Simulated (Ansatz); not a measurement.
## Run report: SnO2, molecular dynamics (part 1 of 3)

SnO2 (P1, 24 atoms in the cell), computed with DFT PBE, scalar-relativistic, plane waves, PAW, PAW set soft_1, no spin polarisation (Ansatz 0.2.0).

The structure derives from a Materials Project entry. It belongs to a series of runs on one base structure; here: dynamics from the last frame of the run before.

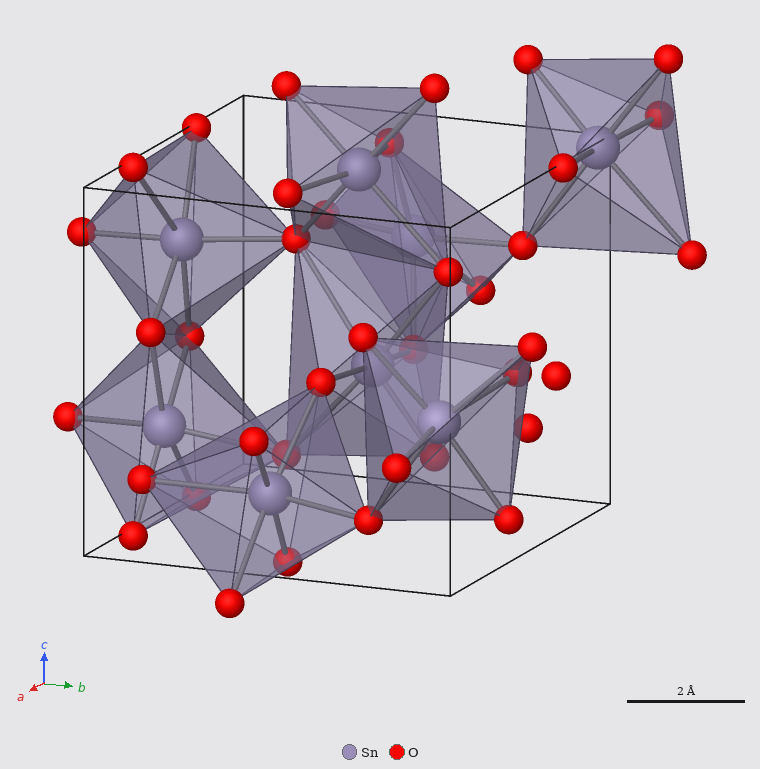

The starting structure (polyhedral view of the cell of the calculation, seen slightly off an axis; polyhedra are completed across the faces of the cell). An atom can appear more than once, as a periodic image.

## The input
```yaml
accuracy: low
crystal:
  lattice:
    - [-4.842944, -4.842944, 0.0]
    - [4.842944, -4.842944, 0.0]
    - [0.0, 0.0, 6.520182]
  atoms:
    - { symbol: Sn, position: [-0.04639465, 0.48822725, 0.21117066] }
    - { symbol: Sn, position: [0.49644721, 0.53147108, -0.01926922] }
    - { symbol: O, position: [-0.02363601, 0.1488885, 0.21787364] }
    - { symbol: O, position: [0.01648, 0.78368391, 0.18640999] }
    - { symbol: O, position: [0.19700609, 0.4839758, -0.02653619] }
    - { symbol: O, position: [0.796639, 0.46758846, -0.01578747] }
    - { symbol: Sn, position: [0.07341987, 0.49484473, 0.68901156] }
    - { symbol: Sn, position: [0.47112232, 0.5578767, 0.44575925] }
    - { symbol: O, position: [0.00810341, 0.22712667, 0.70238617] }
    - { symbol: O, position: [0.11055467, 0.81015713, 0.70856977] }
    - { symbol: O, position: [0.18462826, 0.54459265, 0.41622905] }
    - { symbol: O, position: [0.8201869, 0.56847942, 0.48785196] }
    - { symbol: Sn, position: [0.56330166, 0.02943605, 0.24703822] }
    - { symbol: Sn, position: [0.0082838, -0.02905507, -0.03413836] }
    - { symbol: O, position: [0.49121809, 0.73515609, 0.22198888] }
    - { symbol: O, position: [0.51035954, 0.33946957, 0.19036429] }
    - { symbol: O, position: [0.73476903, 0.0191089, -0.00964994] }
    - { symbol: O, position: [0.30560146, 0.00502559, -0.01109095] }
    - { symbol: Sn, position: [0.47153333, 0.03756003, 0.73083481] }
    - { symbol: Sn, position: [-0.02704628, -0.04259849, 0.46053277] }
    - { symbol: O, position: [0.48892873, 0.77190393, 0.72691648] }
    - { symbol: O, position: [0.42612363, 0.32920194, 0.75313623] }
    - { symbol: O, position: [0.6960267, 0.05012407, 0.536182] }
    - { symbol: O, position: [0.34227331, 0.00210847, 0.43310981] }
basis:
  ecutwfc: 420.0
kpoints:
  mp_grid: { grid: [2, 2, 2] }
hamiltonian:
  xc: pbe
  pseudopotentials: { kind: paw, azcp: { folder: soft_1 } }
scf:
  occupations: { method: fermi_dirac, width: 0.3 }
  lower_state_search: "off"
md:
  timestep: 1
  n_steps: 260
  ensemble: nvt_nose_hoover
  temperature: 2100.0
  initial_velocities: maxwell_boltzmann
  seed: 55110
  nose_hoover: { tau: 50.0, chain_length: 3 }
```

Machine: 2 threads of Arm Neoverse V1, 24 GiB of memory available, shared host.

Launch command:
```bash
ansatz run input.yaml --threads 2 --pin off --max-ram 5120MiB --backend cpu --events-out ev --progress --plain --runs-dir out
```

## The program's output
```
Warning: md: disabling space-group detection — thermal motion breaks the input geometry's symmetry, so no spatial operation reduces the k-mesh or symmetrises the density; time reversal is kept, so that k and −k are solved as one point where they differ and the mesh holds both, and exact exchange and, on two spinor components, a DFT+U term hold to it where the run has them: on two components no moment then forms, and a state that bears one, which a typed moment (crystal.atoms[].spin; refused beside efield: under a hybrid functional) reaches, can lie lower, under hf by electronvolts; crystal.symmetry.detect: false (a key that needs symmetry detection or time reversal refuses this as the deck is read) with time_reversal: false beside it drops time reversal too
band count auto-derived: 136 (N_el = 208.0; filled up to band 104; 128 by the electrons, moments and atoms)
Engine: ansatz 0.2.0, aarch64-unknown-linux-gnu
Pseudopotentials: kind: paw
Pseudopotential: Sn, paw, valence charge 14, recommended cutoff 420 eV (normal), [file]
Pseudopotential: O, paw, valence charge 6, recommended cutoff 420 eV (normal), [file]
Functional definition: PBE
  parameter kappa = 0.804
  parameter beta = 0.06672455060314922
  exchange = pbe_x(kappa = kappa, mu = beta*pi^2/3)
  correlation = pbe_c(beta = beta)
Crystal: 24 atoms, lattice volume = 305.850 Å³
Basis set: ecut = 420 eV, 6001 PW (Γ), exchange–correlation on 96×96×90 points (8 copies of the dense FFT grid, shifted against one another)
Bands: 136, of which v1, the nominal top of the filled ones, is band 104 counted from 1 (103 counted from 0)
Symmetry: 1 space group operations
k-points: 8
Non-local potential: Sn, projectors of the file, l = 0: 2, l = 1: 2, l = 2: 2, l = 3: 1
Non-local potential: O, projectors of the file, l = 0: 2, l = 1: 2, l = 2: 1
PAW form: soft (Blöchl's): semilocal exchange-correlation on the pseudo side does not see the compensation charge
PAW one-centre angular grid: Sn, 590 points (default); XC on 64 Gauss nodes
PAW one-centre angular grid: O, 110 points (default); XC on 64 Gauss nodes
Initial density: superposition of atomic densities (chi_scale 0.1, normalization cell, long waves kept (reshape's long-wave potential 0.17 eV rms))
Initial wavefunctions: pseudopotential atomic-orbital guess
Functional: x = pbe(κ = 0.804, μ = 0.2195149727645171), c = pbe(β = 0.06672455060314922)
SCF iter   1: F=—  HF=-57265.268932 eV  |F-HF|=—  |Δ(HF+E_count)|=         —  Δρ=7.37e-2  dr2=1.38e1  ethr=3.10e-3  ⟨swp⟩=5.9  Hψ=4511  notcnv=0  defer=11
preconditioner: auto → Resta (q_TF=auto, 2.558 Å⁻¹)  ε∞=3.3  [insulator: Δε(μ)=1.477 eV  Ē_g=20.111 eV  σ=0.300 eV  W_gap=0.78  n_scr=80 (ndim 8)  ℏωp=30.6 eV  f_vac=0.012  D(μ)=0.96/eV (n_scr^D=0)  ε∞_Penn≈3.3]
SCF iter   2: F=—  HF=-57262.442823 eV  |F-HF|=—  |Δ(HF+E_count)|=    2.83e0  Δρ=3.58e-2  dr2=2.12e0  ethr=3.10e-3  ⟨swp⟩=2.1  Hψ=1929  notcnv=0  defer=47
SCF iter   3: F=—  HF=-57262.260951 eV  |F-HF|=—  |Δ(HF+E_count)|=   1.82e-1  Δρ=1.68e-2  dr2=7.67e-1  ethr=1.02e-3  ⟨swp⟩=3.0  Hψ=2077  notcnv=0  defer=47
SCF iter   4: F=—  HF=-57262.218569 eV  |F-HF|=—  |Δ(HF+E_count)|=   4.24e-2  Δρ=8.25e-3  dr2=1.99e-1  ethr=3.69e-4  ⟨swp⟩=2.4  Hψ=1547  notcnv=0  defer=39
SCF iter   5: F=—  HF=-57262.202283 eV  |F-HF|=—  |Δ(HF+E_count)|=   1.63e-2  Δρ=2.22e-3  dr2=1.18e-2  ethr=9.56e-5  ⟨swp⟩=2.0  Hψ=1321  notcnv=0  defer=39
SCF iter   6: F=—  HF=-57262.209674 eV  |F-HF|=—  |Δ(HF+E_count)|=   7.39e-3  Δρ=1.46e-3  dr2=6.17e-3  ethr=5.66e-6  ⟨swp⟩=2.0  Hψ=1459  notcnv=0  defer=39
SCF iter   7: F=—  HF=-57262.210125 eV  |F-HF|=—  |Δ(HF+E_count)|=   4.51e-4  Δρ=5.11e-4  dr2=6.93e-4  ethr=2.97e-6  ⟨swp⟩=2.0  Hψ=1457  notcnv=0  defer=39
SCF iter   8: F=—  HF=-57262.210864 eV  |F-HF|=—  |Δ(HF+E_count)|=   7.39e-4  Δρ=3.32e-4  dr2=3.45e-4  ethr=3.33e-7  ⟨swp⟩=2.0  Hψ=1487  notcnv=0  defer=39
SCF iter   9: F=—  HF=-57262.210872 eV  |F-HF|=—  |Δ(HF+E_count)|=   8.41e-6  Δρ=8.05e-5  dr2=1.81e-5  ethr=1.66e-7  ⟨swp⟩=2.0  Hψ=1283  notcnv=0  defer=39
SCF iter  10: F=—  HF=-57262.210944 eV  |F-HF|=—  |Δ(HF+E_count)|=   7.22e-5  Δρ=4.74e-5  dr2=6.45e-6  ethr=8.70e-9  ⟨swp⟩=2.0  Hψ=1525  notcnv=0  defer=39
SCF iter  11: F=—  HF=-57262.210948 eV  |F-HF|=—  |Δ(HF+E_count)|=   4.05e-6  Δρ=3.74e-5  dr2=4.15e-6  ethr=3.10e-9  ⟨swp⟩=2.0  Hψ=1507  notcnv=0  defer=39
SCF iter  12: F=—  HF=-57262.210949 eV  |F-HF|=—  |Δ(HF+E_count)|=   4.78e-7  Δρ=1.26e-5  dr2=4.79e-7  ethr=1.99e-9  ⟨swp⟩=2.0  Hψ=1328  notcnv=0  defer=39
SCF iter  13: F=—  HF=-57262.210949 eV  |F-HF|=—  |Δ(HF+E_count)|=   1.63e-7  Δρ=5.75e-6  dr2=1.09e-7  ethr=2.30e-10  ⟨swp⟩=2.0  Hψ=1430  notcnv=0  defer=39
SCF iter  14: F=-57262.210949 eV  HF=-57262.210949 eV  |F-HF|=8.29e-10  |Δ(HF+E_count)|=   3.46e-8  Δρ=2.36e-6  dr2=1.75e-8  ethr=1.15e-11  ⟨swp⟩=3.0  Hψ=3842  notcnv=0
SCF 1 converged in 14 iterations: F = -57262.210949 eV  dr2 = 1.75e-8
  greatest PAW one-centre occupation: 0.996 electrons in one spin orbital (limit 2), on the Sn atom at site 18 (counted from 0), in its partial waves of l = 2
md step     0: t =     0.00 fs  T =  2100.0 K  F+E_penalty+E_count = -57262.21094916 eV  E_kin = 6.243258 eV  conserved = -57255.96769121 eV  (14 SCF iters)
Initial density: handed on by an earlier stage of this run
Initial wavefunctions: those handed on with the density
iter 1 solved again at ethr=8.51e-6 eV; its pass at ethr=3.10e-3 eV (dr2=1.77e-2 eV) is discarded
SCF iter   1: F=—  HF=-57262.160102 eV  |F-HF|=—  |Δ(HF+E_count)|=         —  Δρ=2.94e-3  dr2=1.43e-2  ethr=8.51e-6  ⟨swp⟩=2.0  Hψ=5524  notcnv=0
preconditioner: auto → Resta (q_TF=auto, 2.558 Å⁻¹)  ε∞=3.4  [insulator: Δε(μ)=1.540 eV  Ē_g=19.591 eV  σ=0.300 eV  W_gap=0.86  n_scr=80 (ndim 8)  ℏωp=30.6 eV  f_vac=0.042  D(μ)=1.27/eV (n_scr^D=0)  ε∞_Penn≈3.4]
SCF iter   2: F=—  HF=-57262.158473 eV  |F-HF|=—  |Δ(HF+E_count)|=   1.63e-3  Δρ=1.63e-3  dr2=5.35e-3  ethr=6.88e-6  ⟨swp⟩=2.1  Hψ=1416  notcnv=0
SCF iter   3: F=—  HF=-57262.158036 eV  |F-HF|=—  |Δ(HF+E_count)|=   4.37e-4  Δρ=9.64e-4  dr2=1.91e-3  ethr=2.57e-6  ⟨swp⟩=2.0  Hψ=1394  notcnv=0
SCF iter   4: F=—  HF=-57262.157890 eV  |F-HF|=—  |Δ(HF+E_count)|=   1.46e-4  Δρ=2.80e-4  dr2=2.17e-4  ethr=9.17e-7  ⟨swp⟩=2.4  Hψ=1604  notcnv=0
SCF iter   5: F=—  HF=-57262.157884 eV  |F-HF|=—  |Δ(HF+E_count)|=   6.05e-6  Δρ=1.14e-4  dr2=3.94e-5  ethr=1.04e-7  ⟨swp⟩=2.1  Hψ=1327  notcnv=0
SCF iter   6: F=—  HF=-57262.157959 eV  |F-HF|=—  |Δ(HF+E_count)|=   7.51e-5  Δρ=6.48e-5  dr2=1.19e-5  ethr=1.89e-8  ⟨swp⟩=2.0  Hψ=1692  notcnv=0
SCF iter   7: F=—  HF=-57262.157846 eV  |F-HF|=—  |Δ(HF+E_count)|=   1.14e-4  Δρ=2.01e-5  dr2=8.34e-7  ethr=5.71e-9  ⟨swp⟩=2.0  Hψ=1293  notcnv=0
SCF iter   8: F=—  HF=-57262.157847 eV  |F-HF|=—  |Δ(HF+E_count)|=   8.74e-7  Δρ=1.42e-5  dr2=6.00e-7  ethr=4.01e-10  ⟨swp⟩=2.0  Hψ=1637  notcnv=0
SCF iter   9: F=—  HF=-57262.157847 eV  |F-HF|=—  |Δ(HF+E_count)|=   2.23e-9  Δρ=4.99e-6  dr2=7.72e-8  ethr=2.89e-10  ⟨swp⟩=2.0  Hψ=1360  notcnv=0
SCF iter  10: F=-57262.157847 eV  HF=-57262.157847 eV  |F-HF|=2.02e-9  |Δ(HF+E_count)|=   6.07e-9  Δρ=1.73e-6  dr2=8.09e-9  ethr=1.15e-11  ⟨swp⟩=4.9  Hψ=3237  notcnv=0
SCF 2 converged in 10 iterations: F = -57262.157847 eV  dr2 = 8.09e-9
md step     1: t =     1.00 fs  T =  2082.1 K  F+E_penalty+E_count = -57262.15784666 eV  E_kin = 6.190089 eV  conserved = -57255.96776337 eV  (10 SCF iters)
[... from here on the SCF iterations and repeated set-up lines of each step are left out, up to the last step ...]
md step     2: t =     2.00 fs  T =  2088.6 K  F+E_penalty+E_count = -57262.17748623 eV  E_kin = 6.209283 eV  conserved = -57255.96824862 eV  (10 SCF iters)
md step     3: t =     3.00 fs  T =  2116.8 K  F+E_penalty+E_count = -57262.26220016 eV  E_kin = 6.293285 eV  conserved = -57255.96902205 eV  (10 SCF iters)
md step     4: t =     4.00 fs  T =  2162.8 K  F+E_penalty+E_count = -57262.39964511 eV  E_kin = 6.429827 eV  conserved = -57255.96994126 eV  (10 SCF iters)
md step     5: t =     5.00 fs  T =  2221.3 K  F+E_penalty+E_count = -57262.57492311 eV  E_kin = 6.604022 eV  conserved = -57255.97088036 eV  (5 SCF iters)
md step     6: t =     6.00 fs  T =  2287.4 K  F+E_penalty+E_count = -57262.77251633 eV  E_kin = 6.800289 eV  conserved = -57255.97174583 eV  (5 SCF iters)
md step     7: t =     7.00 fs  T =  2355.8 K  F+E_penalty+E_count = -57262.97777013 eV  E_kin = 7.003838 eV  conserved = -57255.97247943 eV  (5 SCF iters)
md step     8: t =     8.00 fs  T =  2422.4 K  F+E_penalty+E_count = -57263.17788375 eV  E_kin = 7.201685 eV  conserved = -57255.97305070 eV  (5 SCF iters)
md step     9: t =     9.00 fs  T =  2483.5 K  F+E_penalty+E_count = -57263.36248917 eV  E_kin = 7.383251 eV  conserved = -57255.97344866 eV  (5 SCF iters)
md step    10: t =    10.00 fs  T =  2536.4 K  F+E_penalty+E_count = -57263.52391824 eV  E_kin = 7.540650 eV  conserved = -57255.97367720 eV  (10 SCF iters)
md step    11: t =    11.00 fs  T =  2579.5 K  F+E_penalty+E_count = -57263.65722957 eV  E_kin = 7.668734 eV  conserved = -57255.97375100 eV  (4 SCF iters)
md step    12: t =    12.00 fs  T =  2611.8 K  F+E_penalty+E_count = -57263.76003813 eV  E_kin = 7.764937 eV  conserved = -57255.97369538 eV  (5 SCF iters)
md step    13: t =    13.00 fs  T =  2633.4 K  F+E_penalty+E_count = -57263.83217615 eV  E_kin = 7.828946 eV  conserved = -57255.97354235 eV  (5 SCF iters)
md step    14: t =    14.00 fs  T =  2644.6 K  F+E_penalty+E_count = -57263.87522397 eV  E_kin = 7.862236 eV  conserved = -57255.97332855 eV  (5 SCF iters)
md step    15: t =    15.00 fs  T =  2646.3 K  F+E_penalty+E_count = -57263.89196576 eV  E_kin = 7.867530 eV  conserved = -57255.97309026 eV  (5 SCF iters)
md step    16: t =    16.00 fs  T =  2639.9 K  F+E_penalty+E_count = -57263.88583773 eV  E_kin = 7.848251 eV  conserved = -57255.97285834 eV  (5 SCF iters)
md step    17: t =    17.00 fs  T =  2626.3 K  F+E_penalty+E_count = -57263.86043525 eV  E_kin = 7.808020 eV  conserved = -57255.97265649 eV  (5 SCF iters)
md step    18: t =    18.00 fs  T =  2606.9 K  F+E_penalty+E_count = -57263.81913611 eV  E_kin = 7.750278 eV  conserved = -57255.97249690 eV  (4 SCF iters)
md step    19: t =    19.00 fs  T =  2582.6 K  F+E_penalty+E_count = -57263.76487966 eV  E_kin = 7.678063 eV  conserved = -57255.97238062 eV  (4 SCF iters)
md step    20: t =    20.00 fs  T =  2554.3 K  F+E_penalty+E_count = -57263.70012205 eV  E_kin = 7.593953 eV  conserved = -57255.97229797 eV  (10 SCF iters)
md step    21: t =    21.00 fs  T =  2522.8 K  F+E_penalty+E_count = -57263.62696285 eV  E_kin = 7.500191 eV  conserved = -57255.97222876 eV  (4 SCF iters)
md step    22: t =    22.00 fs  T =  2488.7 K  F+E_penalty+E_count = -57263.54740699 eV  E_kin = 7.398938 eV  conserved = -57255.97214891 eV  (5 SCF iters)
md step    23: t =    23.00 fs  T =  2453.0 K  F+E_penalty+E_count = -57263.46369703 eV  E_kin = 7.292591 eV  conserved = -57255.97203535 eV  (5 SCF iters)
md step    24: t =    24.00 fs  T =  2416.5 K  F+E_penalty+E_count = -57263.37862539 eV  E_kin = 7.184089 eV  conserved = -57255.97187201 eV  (4 SCF iters)
md step    25: t =    25.00 fs  T =  2380.5 K  F+E_penalty+E_count = -57263.29573641 eV  E_kin = 7.077094 eV  conserved = -57255.97165663 eV  (5 SCF iters)
md step    26: t =    26.00 fs  T =  2346.5 K  F+E_penalty+E_count = -57263.21935219 eV  E_kin = 6.976018 eV  conserved = -57255.97139891 eV  (4 SCF iters)
md step    27: t =    27.00 fs  T =  2316.1 K  F+E_penalty+E_count = -57263.15440238 eV  E_kin = 6.885843 eV  conserved = -57255.97111961 eV  (4 SCF iters)
md step    28: t =    28.00 fs  T =  2291.2 K  F+E_penalty+E_count = -57263.10609639 eV  E_kin = 6.811786 eV  conserved = -57255.97084542 eV  (4 SCF iters)
md step    29: t =    29.00 fs  T =  2273.4 K  F+E_penalty+E_count = -57263.07952031 eV  E_kin = 6.758907 eV  conserved = -57255.97060052 eV  (5 SCF iters)
md step    30: t =    30.00 fs  T =  2264.3 K  F+E_penalty+E_count = -57263.07925706 eV  E_kin = 6.731722 eV  conserved = -57255.97040196 eV  (10 SCF iters)
md step    31: t =    31.00 fs  T =  2265.0 K  F+E_penalty+E_count = -57263.10910976 eV  E_kin = 6.733930 eV  conserved = -57255.97025764 eV  (4 SCF iters)
md step    32: t =    32.00 fs  T =  2276.6 K  F+E_penalty+E_count = -57263.17195562 eV  E_kin = 6.768263 eV  conserved = -57255.97016964 eV  (4 SCF iters)
md step    33: t =    33.00 fs  T =  2299.5 K  F+E_penalty+E_count = -57263.26968583 eV  E_kin = 6.836417 eV  conserved = -57255.97014064 eV  (5 SCF iters)
md step    34: t =    34.00 fs  T =  2334.0 K  F+E_penalty+E_count = -57263.40312939 eV  E_kin = 6.938971 eV  conserved = -57255.97018126 eV  (5 SCF iters)
md step    35: t =    35.00 fs  T =  2379.8 K  F+E_penalty+E_count = -57263.57184608 eV  E_kin = 7.075170 eV  conserved = -57255.97031772 eV  (4 SCF iters)
md step    36: t =    36.00 fs  T =  2436.1 K  F+E_penalty+E_count = -57263.77373882 eV  E_kin = 7.242551 eV  conserved = -57255.97058524 eV  (5 SCF iters)
md step    37: t =    37.00 fs  T =  2501.4 K  F+E_penalty+E_count = -57264.00455763 eV  E_kin = 7.436466 eV  conserved = -57255.97101244 eV  (4 SCF iters)
```
